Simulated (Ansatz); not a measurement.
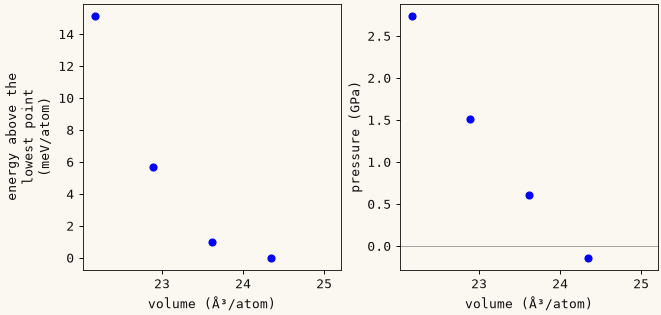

The figure shows the energy above the lowest point and pressure against volume for Pr, space group Fm-3m (No. 225) (one of a set of cubic test structures, which need not be the stable phase).

Calculation (Ansatz 0.2.0 development build): equation of state of a cubic crystal from periodic Kohn-Sham density functional theory without spin, third-order Birch-Murnaghan fit to the free energies; pressure corrected for the finite basis. Level: r2SCAN.

structure type fcc; atoms in cell 1; space group number 225; lattice centring face-centred primitive; k mesh 13×13×13; occupation method Fermi–Dirac; occupation width 0.1 eV; wave cutoff 700 eV; datasets hard PAW; density tolerance 1e−09 eV; bands 21; density cutoff ratio 4; search for lower states default; xc grid level 2.

The point at volume 25.06 Å³/atom is left out of the plot. What does the calculation give there?

```tsv
volume (Å³/atom)	energy above the lowest point (meV/atom)	pressure (GPa)
25.06	2.2	-0.850
```

Note: cubic model structure, not the ambient form; open f shell treated without spin; open f shell, state may not be the lowest; pseudopotentials made with PBE, not this functional.
